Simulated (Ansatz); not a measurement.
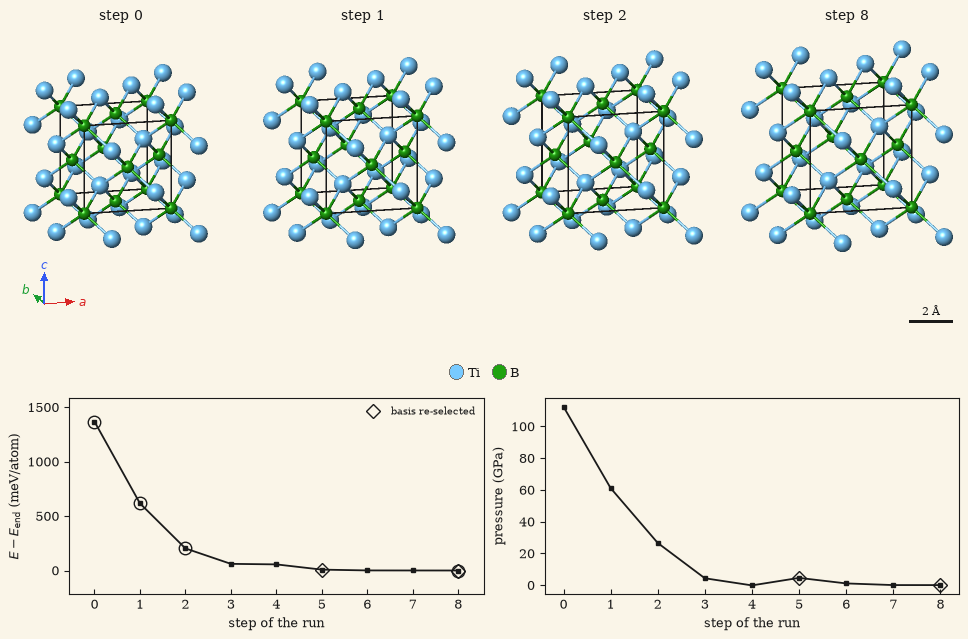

Frames of a relaxation of a crystal of TiB (set up in F-43m) (coarse preliminary run), marked on the history of the run. A ball-and-stick model of the conventional cell (4 times the calculation's cell), seen slightly off an axis. Lengths and directions refer to the drawn axes.

Computed with DFT PBEsol, scalar-relativistic, plane waves, PAW in Ansatz 0.2.0. Settings: plane-wave cutoff 420 eV; k-point mesh 8 × 8 × 8; occupations gaussian; smearing width 0.1 eV; no spin polarisation; cell and atoms relaxed; force threshold 0.05 eV/Å; at most 80 steps.

**What happens along the run?**

The atoms keep their places relative to the cell (all moves are under 0.005 Å). Cell: a = b = c 4.202 → 4.907 Å (+16.8 %). Volume +59.2 %. Near-neighbour distances that change, for instance: Ti–Ti 2.971 → 3.470 Å, B–Ti 1.820 → 2.125 Å. The space group stays F-43m (No. 216). After 6 accepted moves (8 points after the start) the energy has fallen by 1368 meV per atom. All forces vanish by symmetry, so only the cell relaxes. Pressure: 112.45 GPa at the start and 0.06 GPa at the end. The SCF was repeated twice at an unchanged geometry on a basis and grid sized afresh for the cell, which shifted the energy by 48.2 meV per atom at most. Cost: 8.2 s on 1 thread of Arm Neoverse V2, on a shared host, peak memory 0.29 GiB. From step 0 to 1: volume +15.3 %, energy −751 meV per atom. From step 1 to 2: volume +14.6 %, energy −414 meV per atom. From step 2 to 8: volume +20.4 %, energy −203 meV per atom.
